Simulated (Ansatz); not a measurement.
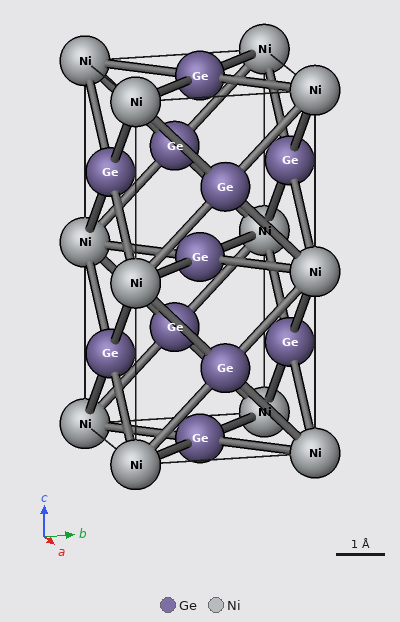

*The input geometry (ball-and-stick view of the cell of the calculation, seen slightly off an axis). An atom can appear more than once, as a periodic image.*

## Single-point calculation, with input and output: NiGe3

- system: NiGe3 (Pm-3m, 8 atoms in the cell)
- method: DFT PBEsol, scalar-relativistic, plane waves, PAW, spin-polarised (Ansatz 0.2.0)

The structure was built on a prototype by a generator; it need not be a known phase. It belongs to a series of runs on one base structure; here: antiferromagnetic, doubled cell, propagation vector (0, 0, 1/2).

### Output
```
Engine: ansatz 0.2.0, aarch64-unknown-linux-gnu
Pseudopotentials: kind: paw
Pseudopotential: Ge, paw, valence charge 14, recommended cutoff 420 eV (normal), Ge.paw.azcp
Pseudopotential: Ni, paw, valence charge 18, recommended cutoff 420 eV (normal), Ni.paw.azcp
Functional definition: PBEsol
  exchange = pbesol_x
  correlation = pbesol_c
Crystal: 8 atoms, lattice volume = 124.527 Å³
Basis set: ecut = 420 eV, 2435 PW (Γ), exchange–correlation on 54×54×108 points (8 copies of the dense FFT grid, shifted against one another)
Bands: 74, of which v1, the nominal top of the filled ones, is band 60 counted from 1 (59 counted from 0)
Symmetry: 16 space group operations
Space group: P4/mmm (ITA 123), of the structure as read, at distance tolerance 5.0e-5 Å
Magnetic group: BNS 123.348 (UNI 1008), of the structure as read, at distance tolerance 5.0e-5 Å
k-points: 63 of 500
Non-local potential: Ge, projectors of the file, l = 0: 2, l = 1: 2, l = 2: 3, l = 3: 1
Non-local potential: Ni, projectors of the file, l = 0: 3, l = 1: 2, l = 2: 3, l = 3: 1
PAW form: soft (Blöchl's): semilocal exchange-correlation on the pseudo side does not see the compensation charge
PAW frozen core: Ge, regenerated for the run's functional, and the local potential with it (the file was generated under x = pbe(κ = 0.804, μ = 0.2195149727645171), c = pbe(β = 0.06672455060314922))
PAW frozen core: Ni, regenerated for the run's functional, and the local potential with it (the file was generated under x = pbe(κ = 0.804, μ = 0.2195149727645171), c = pbe(β = 0.06672455060314922))
PAW one-centre angular grid: Ge, 590 points (default); XC on 64 Gauss nodes
PAW one-centre angular grid: Ni, 590 points (default); XC on 64 Gauss nodes
Initial density: superposition of atomic densities (chi_scale 0.1, normalization cell)
Starting moments: Σ|m| = 2 μB on 2 of 8 sites
Starting magnetic order: antiferromagnet; a translation exchanges its spin sublattices: spin-degenerate at every k-point
Initial wavefunctions: pseudopotential atomic-orbital guess
Functional: x = pbesol(κ = 0.804, μ = 0.12345679012345678), c = pbesol(β = 0.046)
SCF iter   1: F=—  HF=-37132.234107 eV  |F-HF|=—  |Δ(HF+E_count)|=         —  Δρ=9.24e-2 (↑9.24e-2 ↓9.24e-2)  dr2=2.80e1  dr2_m=2.74e0  M=0.000 μB ∫|m|=0.313 μB  β_m=0.30  ethr=3.10e-3  ⟨swp⟩=5.0  Hψ=14412  notcnv=0  defer=57
preconditioner: auto → Kerker (q_TF=auto, 2.712 Å⁻¹)  [metal: Δε(μ)=0.005 eV  Ē_g=19.588 eV  σ=0.100 eV  W_gap=0.03  n_scr=38 (ndim 8)  ℏωp=33.9 eV  f_vac=0.000  D(μ)=2.82/eV (n_scr^D=16)]
spin=Collinear: Kerker preconditioning applied to the charge; magnetization (m = ρ↑ − ρ↓) channel mixes plain (no charge-response kernel on spin).
SCF iter   2: F=—  HF=-37129.839092 eV  |F-HF|=—  |Δ(HF+E_count)|=    2.40e0  Δρ=3.75e-2 (↑3.75e-2 ↓3.75e-2)  dr2=2.11e0  dr2_m=5.07e-1  M=0.000 μB ∫|m|=0.768 μB  β_m=0.30  ethr=3.10e-3  ⟨swp⟩=3.0  Hψ=10027  notcnv=0  defer=414
SCF iter   3: F=—  HF=-37129.436706 eV  |F-HF|=—  |Δ(HF+E_count)|=   4.02e-1  Δρ=3.14e-2 (↑3.14e-2 ↓3.14e-2)  dr2=2.96e0  dr2_m=6.92e-1  M=0.000 μB ∫|m|=0.439 μB  β_m=0.30  ethr=1.76e-3  ⟨swp⟩=2.0  Hψ=9524  notcnv=0  defer=421
SCF iter   4: F=—  HF=-37130.462828 eV  |F-HF|=—  |Δ(HF+E_count)|=    1.03e0  Δρ=8.05e-2 (↑8.05e-2 ↓8.05e-2)  dr2=2.82e1  dr2_m=1.98e-2  M=0.000 μB ∫|m|=1.137 μB  β_m=1.00  ethr=1.76e-3  ⟨swp⟩=3.4  Hψ=6565  notcnv=1  defer=421
SCF iter   5: F=—  HF=-37129.059723 eV  |F-HF|=—  |Δ(HF+E_count)|=    1.40e0  Δρ=2.33e-2 (↑2.33e-2 ↓2.33e-2)  dr2=7.13e-1  dr2_m=4.59e-1  M=0.000 μB ∫|m|=0.486 μB  β_m=0.30  ethr=1.76e-3  ⟨swp⟩=2.3  Hψ=6626  notcnv=0  defer=409
SCF iter   6: F=—  HF=-37129.039960 eV  |F-HF|=—  |Δ(HF+E_count)|=   1.98e-2  Δρ=1.59e-2 (↑1.59e-2 ↓1.59e-2)  dr2=3.92e-1  dr2_m=1.81e-1  M=0.000 μB ∫|m|=0.530 μB  β_m=0.30  ethr=5.94e-4  ⟨swp⟩=2.0  Hψ=6295  notcnv=0  defer=444
SCF iter   7: F=—  HF=-37129.042691 eV  |F-HF|=—  |Δ(HF+E_count)|=   2.73e-3  Δρ=1.28e-2 (↑1.28e-2 ↓1.28e-2)  dr2=1.78e-1  dr2_m=1.40e-1  M=0.000 μB ∫|m|=0.453 μB  β_m=0.30  ethr=3.27e-4  ⟨swp⟩=1.0  Hψ=4217  notcnv=0  defer=444
SCF iter   8: F=—  HF=-37129.031181 eV  |F-HF|=—  |Δ(HF+E_count)|=   1.15e-2  Δρ=1.09e-2 (↑1.09e-2 ↓1.09e-2)  dr2=3.19e-2  dr2_m=1.25e-1  M=0.000 μB ∫|m|=0.362 μB  β_m=0.30  ethr=1.48e-4  ⟨swp⟩=2.0  Hψ=5036  notcnv=0  defer=444
SCF iter   9: F=—  HF=-37129.043957 eV  |F-HF|=—  |Δ(HF+E_count)|=   1.28e-2  Δρ=9.22e-3 (↑9.22e-3 ↓9.22e-3)  dr2=2.69e-2  dr2_m=8.90e-2  M=0.000 μB ∫|m|=0.310 μB  β_m=0.30  ethr=2.66e-5  ⟨swp⟩=1.0  Hψ=4649  notcnv=0  defer=444
Mixer restart at iter 9: flushing history
spin-set hold released at iteration 9 (site moments contracting): the magnetisation degrees of freedom join the quasi-Newton model from the next iteration; the mixer history was flushed
SCF iter  10: F=—  HF=-37129.050111 eV  |F-HF|=—  |Δ(HF+E_count)|=   6.15e-3  Δρ=7.22e-3 (↑7.22e-3 ↓7.22e-3)  dr2=4.82e-4  dr2_m=5.93e-2  M=0.000 μB ∫|m|=0.274 μB  β_m=0.65  ethr=2.24e-5  ⟨swp⟩=2.0  Hψ=5021  notcnv=0  defer=444
SCF iter  11: F=—  HF=-37129.081339 eV  |F-HF|=—  |Δ(HF+E_count)|=   3.12e-2  Δρ=1.01e-2 (↑1.01e-2 ↓1.01e-2)  dr2=2.91e-1  dr2_m=2.71e-2  M=0.000 μB ∫|m|=0.161 μB  β_m=0.65  ethr=4.02e-7  ⟨swp⟩=3.0  Hψ=9916  notcnv=0  defer=435
SCF iter  12: F=—  HF=-37129.063765 eV  |F-HF|=—  |Δ(HF+E_count)|=   1.76e-2  Δρ=2.75e-3 (↑2.75e-3 ↓2.75e-3)  dr2=2.63e-2  dr2_m=4.03e-4  M=0.000 μB ∫|m|=0.035 μB  β_m=0.82  ethr=4.02e-7  ⟨swp⟩=3.3  Hψ=9849  notcnv=0  defer=436
SCF iter  13: F=—  HF=-37129.064458 eV  |F-HF|=—  |Δ(HF+E_count)|=   6.93e-4  Δρ=2.47e-3 (↑2.47e-3 ↓2.47e-3)  dr2=2.32e-2  dr2_m=1.03e-5  M=0.000 μB ∫|m|=0.007 μB  β_m=0.89  ethr=4.02e-7  ⟨swp⟩=2.0  Hψ=8208  notcnv=0  defer=436
SCF iter  14: F=—  HF=-37129.062719 eV  |F-HF|=—  |Δ(HF+E_count)|=   1.74e-3  Δρ=9.71e-5 (↑9.71e-5 ↓9.71e-5)  dr2=5.14e-6  dr2_m=8.40e-6  M=0.000 μB ∫|m|=0.003 μB  β_m=0.70  ethr=4.02e-7  ⟨swp⟩=2.0  Hψ=8040  notcnv=0  defer=436
SCF iter  15: F=—  HF=-37129.062705 eV  |F-HF|=—  |Δ(HF+E_count)|=   1.40e-5  Δρ=7.51e-5 (↑7.51e-5 ↓7.51e-5)  dr2=1.67e-5  dr2_m=1.69e-6  M=0.000 μB ∫|m|=0.001 μB  β_m=0.78  ethr=4.28e-9  ⟨swp⟩=2.0  Hψ=8034  notcnv=0  defer=436
SCF iter  16: F=—  HF=-37129.062705 eV  |F-HF|=—  |Δ(HF+E_count)|=   3.15e-7  Δρ=1.90e-5 (↑1.90e-5 ↓1.90e-5)  dr2=1.50e-6  dr2_m=5.25e-8  M=0.000 μB ∫|m|=0.000 μB  β_m=0.88  ethr=4.28e-9  ⟨swp⟩=2.1  Hψ=5357  notcnv=0  defer=437
iter 17 did not close the SCF: its close was put off for a magnetic moment that had not settled (scf_convergence_deferred on its scf_iter line)
SCF iter  17: F=-37129.062705 eV  HF=-37129.062705 eV  |F-HF|=7.06e-10  |Δ(HF+E_count)|=   2.01e-8  Δρ=1.67e-6 (↑1.67e-6 ↓1.67e-6)  dr2=5.85e-10  dr2_m=2.99e-9  M=0.000 μB ∫|m|=0.000 μB  β_m=0.94  ethr=8.33e-11  ⟨swp⟩=8.4  Hψ=21483  notcnv=0
SCF iter  18: F=-37129.062705 eV  HF=-37129.062705 eV  |F-HF|=2.33e-10  |Δ(HF+E_count)|=   1.26e-9  Δρ=2.82e-7 (↑2.82e-7 ↓2.82e-7)  dr2=3.03e-10  dr2_m=1.33e-11  M=0.000 μB ∫|m|=0.000 μB  ethr=1.00e-12  ⟨swp⟩=1.0  Hψ=11407  notcnv=0
WARN: the starting moments were not kept: the SCF closed with an absolute magnetisation of 7.3e-6 μB, where they sum to 2 μB in size (2 sites). That is at most 0.1 of that sum. Measured as dr2_m measures the in/out step, that magnetisation stands 1.7e-11 eV from none, at or under the dr2_threshold of 1.0e-7 eV: it is no larger than a step whose dr2_m would equal this threshold. The system may hold no moment; this SCF shows only that its start led to no more than that. To try another start: raise the starting moments (crystal.atoms[].spin, magnetization.per_species, magnetization.initial_magnetization, or on a non-collinear deck that types none of these the spinor_matrix: blocks that start its atoms; where the total moment is fixed, keep their sum and leave initial_magnetization as it is; typed ones take the place of any that the run laid by itself, positive ones on a crystal's lanthanoids without a Hubbard term where scf.initial_density.shell_occupations: [] is typed) or, if the notice of its spin-set hold's release reads "site moments contracting" or "site moments show no strong build", lengthen the hold (scf.mixing.spin_hold: { on: { confirm: 4 } }; for m-r²SCAN on two components see the key's manual first). Each may lead to a state that holds a moment. A second SCF, from the converged charge density, with the starting moments and any scf.initial_density.shell_occupations laid on it anew, would have followed, and was not run: the deck does not ask for one (magnetization.retry_lost_moments is false, the default). To let it run, set magnetization.retry_lost_moments: true and run the deck again, where that key's refused combinations let it; where memory then withholds it, that run's warning says so.
SCF 1 converged in 18 iterations: F = -37129.062705 eV  dr2 = 3.03e-10
  greatest PAW one-centre occupation: 1.002 electrons in one spin orbital (limit 2), on the Ni atom at site 7 (counted from 0), in its partial waves of l = 1
```

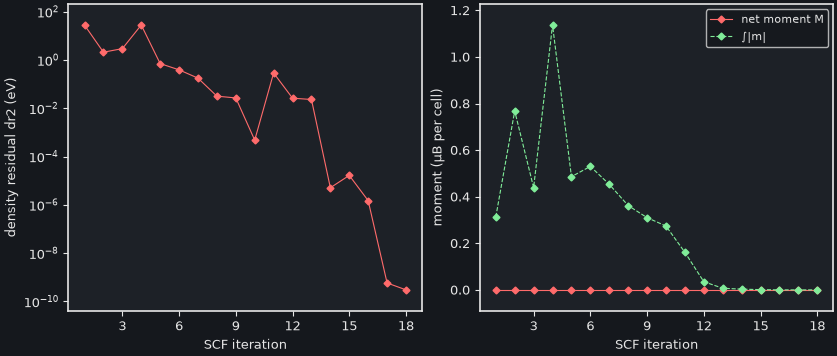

*Convergence of the self-consistent field: density residual dr2 and magnetic moment against the SCF iteration.*

The residual falls unevenly and jumps up by a factor of two or more 3 times on the way down. The net moment stays at 0.0 μB per cell, and ∫|m| falls to zero.

```
SCF converged after 18 iterations
Magnetization: 0.0000 μB (60.0000 up, 60.0000 down)
Absolute magnetization: 0.0000 μB (∫|ρ↑−ρ↓|, with the PAW one-centre terms)
Spin contamination: 0.0000 ħ² per cell (⟨S²⟩ above its minimum at these occupations)
Per-site moments (μB) at R_I (Å): [(-9.635052060862676e-16, 1.1560770254372115), (-9.502418013275538e-16, 1.1560770254372115), (2.2797507312095496e-7, 1.1560770254372115), (1.2394725140610327e-6, 1.1560770254372115), (9.635052463972545e-16, 1.1560770254372115), (9.502418409786124e-16, 1.1560770254372115), (-2.2797507312095496e-7, 1.1560770254372115), (-1.2394725140610327e-6, 1.1560770254372115)]
Free energy (F): -37129.062705 eV
Harris-Foulkes:  -37129.062705 eV  (|F-HF|=2.33e-10)
Internal energy: -37129.040140 eV  (E = F + TS)
E sigma→0 (E₀):  -37129.051422 eV
Entropy (-TS):   -0.022566 eV (-2.821 meV/atom)
Fermi energy:    13.529305 eV
--- Per-component energies (eV) ---
  E_band       = -1205.987393
  E_kinetic    = 1239.724722
  E_local      = -20086.643726  (includes V_loc(G=0)·N_el)
  E_nonlocal   = 3797.961939
  E_hartree    = 8688.798599
  E_xc         = -620.853120
  E_vxc        = -609.057846  (∫ρ·V_xc dr)
  E_paw        = -15064.212889  (= ΣΔE_a)
  E_vpaw       = -2925.571579  (= ΣTr[D̂ρ^β])
  E_aug_tail   = 0.003212  (compensation charges beyond the density's cutoff)
  E_ewald      = -15089.721071
  E_core_change = 5.902195  (= ΣΔE_core)
  E_smearing   = -0.022566  (= −TS)
  E_closure    = -0.000000  (closes the sum)
  Σ components = -37129.062705   (vs F -37129.062705, Δ=0.00e0)
--- Forces (eV/Å), atoms counted from 1 ---
  atom   1  Ge     0.00000000    -0.00000000     0.00000000
  atom   2  Ge     0.00000000     0.00000000     0.00000000
  atom   3  Ge     0.00000000     0.00000000     0.00000000
  atom   4  Ni     0.00000000     0.00000000     0.00000000
  atom   5  Ge     0.00000000    -0.00000000    -0.00000000
  atom   6  Ge     0.00000000     0.00000000    -0.00000000
  atom   7  Ge    -0.00000000    -0.00000000     0.00000000
  atom   8  Ni    -0.00000000    -0.00000000     0.00000000
  max |Σ_I F_I| component: 1.44e-28 eV/Å
--- Stress (GPa, compression-positive) ---
       -0.000515       0.000000       0.000000
        0.000000      -0.000515       0.000000
        0.000000       0.000000      -0.000516
  P = ⅓ Tr σ = -0.0005 GPa (-0.005 kbar)
--- Band table (eV; the first three rows and the last of 126) ---
  k-point 0 ↑: bands = ["-88.9063", "-88.9063", "-49.4798", "-49.4795", "-49.4795", "-49.4795", "-49.4795", "-49.4795", "-11.3532", "-11.3532", "-11.3532", "-11.3481", "-11.3439", "-11.2898", "-11.2508", "-11.2508", "-11.2414", "-11.2414", "-11.2410", "-11.2261", "-11.2261", "-11.2238", "-11.1993", "-11.1897", "-11.1808", "-11.1808", "-11.1808", "-11.1752", "-11.1752", "-11.1722", "-11.1719", "-11.1719", "-11.1448", "-11.1009", "-11.0994", "-11.0994", "-11.0994", "-11.0993", "-0.2082", "1.5711", "2.8981", "8.1116", "8.1116", "9.3654", "9.4566", "9.4566", "9.4566", "10.1731", "10.1731", "10.8068", "12.0000", "12.0000", "12.0000", "12.0333", "12.1000", "12.7604", "12.7604", "12.9320", "12.9320", "13.4361", "13.4361", "13.7030", "14.0130", "14.1266", "15.6664", "17.0498", "17.0498", "17.0498", "19.3241", "19.3241", "19.3241", "19.8640", "19.8640", "21.6726"]
  k-point 1 ↑: bands = ["-88.9063", "-88.9063", "-49.4798", "-49.4796", "-49.4795", "-49.4795", "-49.4795", "-49.4795", "-11.3523", "-11.3475", "-11.3475", "-11.3448", "-11.3440", "-11.2982", "-11.2717", "-11.2717", "-11.2502", "-11.2473", "-11.2433", "-11.2145", "-11.2074", "-11.1986", "-11.1986", "-11.1888", "-11.1816", "-11.1810", "-11.1810", "-11.1751", "-11.1719", "-11.1717", "-11.1716", "-11.1716", "-11.1379", "-11.1058", "-11.1058", "-11.1038", "-11.0994", "-11.0993", "-0.1165", "1.1721", "3.4741", "7.2089", "8.1843", "9.1337", "9.5185", "9.5185", "10.1005", "10.1005", "10.1329", "11.1132", "11.9324", "12.0032", "12.0093", "12.0093", "12.0301", "12.5374", "12.5374", "12.6339", "12.8424", "13.4370", "14.0730", "14.0730", "14.1271", "15.0103", "15.7333", "16.8046", "16.8558", "16.8558", "18.6896", "18.9538", "18.9538", "19.5499", "19.6041", "19.6041"]
  k-point 2 ↑: bands = ["-88.9063", "-88.9063", "-49.4797", "-49.4796", "-49.4795", "-49.4795", "-49.4795", "-49.4795", "-11.3501", "-11.3472", "-11.3323", "-11.3309", "-11.3309", "-11.3155", "-11.3048", "-11.3048", "-11.2485", "-11.2461", "-11.2374", "-11.2229", "-11.1985", "-11.1865", "-11.1844", "-11.1843", "-11.1843", "-11.1838", "-11.1818", "-11.1818", "-11.1716", "-11.1715", "-11.1505", "-11.1505", "-11.1244", "-11.1240", "-11.1240", "-11.1120", "-11.0993", "-11.0993", "0.1565", "0.6006", "4.5695", "5.8570", "8.3981", "8.7348", "9.6881", "9.6881", "9.9116", "9.9116", "10.8959", "11.4889", "11.7038", "12.0115", "12.0217", "12.0583", "12.0583", "12.2079", "12.2079", "12.2620", "12.9650", "13.1218", "15.0727", "15.0727", "15.4242", "15.9489", "16.1179", "16.1179", "16.1566", "16.3327", "17.3456", "17.4540", "18.7950", "18.7950", "19.1209", "19.1209"]
  k-point 62 ↓: bands = ["-88.9063", "-88.9063", "-49.4798", "-49.4798", "-49.4798", "-49.4798", "-49.4797", "-49.4796", "-11.2913", "-11.2913", "-11.2901", "-11.2869", "-11.2869", "-11.2799", "-11.2641", "-11.2641", "-11.2540", "-11.2539", "-11.2535", "-11.2535", "-11.2430", "-11.2361", "-11.2105", "-11.1998", "-11.1967", "-11.1967", "-11.1927", "-11.1927", "-11.1766", "-11.1669", "-11.1579", "-11.1575", "-11.1412", "-11.1323", "-11.1323", "-11.1234", "-11.1201", "-11.1201", "3.8930", "4.3460", "4.5043", "4.5043", "4.8173", "4.8173", "7.4867", "7.8492", "8.5288", "9.4270", "9.4270", "9.8941", "10.2760", "10.2760", "12.2264", "12.2314", "12.2455", "12.2503", "12.6854", "12.6996", "12.8479", "12.8479", "13.1654", "13.1654", "13.6547", "14.9877", "17.3907", "18.5863", "18.5863", "19.4214", "20.3667", "20.3667", "21.5639", "21.7654", "22.4150", "22.4154"]
--- Löwdin populations: 8 sites ---
  site symbol       q [e]    m [muB]
     0     Ge     14.0815     0.0000
     1     Ge     14.0815     0.0000
     2     Ge     14.0815     0.0000
     3     Ni     17.5004     0.0000
     4     Ge     14.0815     0.0000
     5     Ge     14.0815     0.0000
     6     Ge     14.0815    -0.0000
     7     Ni     17.5004    -0.0000
  spilling = 0.004252 (of n_electrons = 120.000000)
```

### File populations.tsv
```
# site	symbol	l	j	q_up	q_dn
# orbitals = lowdin
# n_electrons = 120.000000
# spilling = 0.004252
0	Ge	0_4S	-	0.807497	0.807497
0	Ge	1_4P	-	1.234473	1.234473
0	Ge	2_3D	-	4.998783	4.998783
1	Ge	0_4S	-	0.807497	0.807497
1	Ge	1_4P	-	1.234473	1.234473
1	Ge	2_3D	-	4.998783	4.998783
2	Ge	0_4S	-	0.807497	0.807497
2	Ge	1_4P	-	1.234473	1.234473
2	Ge	2_3D	-	4.998783	4.998783
3	Ni	0_3S	-	0.997000	0.997000
3	Ni	0_4S	-	0.274285	0.274285
3	Ni	1_3P	-	2.998281	2.998281
3	Ni	2_3D	-	4.480616	4.480615
4	Ge	0_4S	-	0.807497	0.807497
4	Ge	1_4P	-	1.234473	1.234473
4	Ge	2_3D	-	4.998783	4.998783
5	Ge	0_4S	-	0.807497	0.807497
5	Ge	1_4P	-	1.234473	1.234473
5	Ge	2_3D	-	4.998783	4.998783
6	Ge	0_4S	-	0.807497	0.807497
6	Ge	1_4P	-	1.234473	1.234473
6	Ge	2_3D	-	4.998783	4.998783
7	Ni	0_3S	-	0.997000	0.997000
7	Ni	0_4S	-	0.274285	0.274285
7	Ni	1_3P	-	2.998281	2.998281
7	Ni	2_3D	-	4.480615	4.480616
```

This output came from the following input.

### Input
```yaml
crystal:
  lattice:
    - [3.9634904449, 0.0, 0.0]
    - [0.0, 3.9634904449, 0.0]
    - [0.0, 0.0, 7.9269808898]
  atoms:
    - { symbol: Ge, position: [1.0, 0.5, 0.25] }
    - { symbol: Ge, position: [0.5, 1.0, 0.25] }
    - { symbol: Ge, position: [0.5, 0.5, 1.0] }
    - { symbol: Ni, position: [0.0, 0.0, 1.0], spin: 1.0 }
    - { symbol: Ge, position: [1.0, 0.5, 0.75] }
    - { symbol: Ge, position: [0.5, 1.0, 0.75] }
    - { symbol: Ge, position: [0.5, 0.5, 0.5] }
    - { symbol: Ni, position: [0.0, 0.0, 0.5], spin: -1.0 }
basis:
  ecutwfc: 420
kpoints:
  mp_grid: { grid: [10, 10, 5] }
hamiltonian:
  xc: pbesol
scf:
  occupations: { method: gaussian, width: 0.1 }
  lower_state_search: "off"
output:
  forces: true
  stress: true
  eigenvalues: true
  populations: true
magnetization:
  spin_polarized: true
```

Launch command:
```bash
ansatz run input.yaml --threads 1 --pin off --max-ram 2560MiB --backend cpu --events-out ev --progress --plain --runs-dir out
```

### Key numbers

| quantity | value |
| --- | --- |
| outcome | converged |
| space group (tolerance 0.01 Å) | Pm-3m (221) |
| electrons treated | 120 |
| free energy | −37129.0627 eV |
| Fermi energy | 13.529 eV |
| gap on the k-point mesh | none (metallic) |
| net moment of the cell | 0.00 μB |
| integrated absolute moment | 0.00 μB |
| pressure | 0.00 GPa |
| largest force (length of the vector) | under 0.001 eV/Å |
| hardware | 1 thread of Arm Neoverse V2, 24 GiB of memory available, shared host |
| wall time | 79 s |
| peak memory | 0.87 GiB |

### Notes

Warnings of the run: some starting moments were not kept.
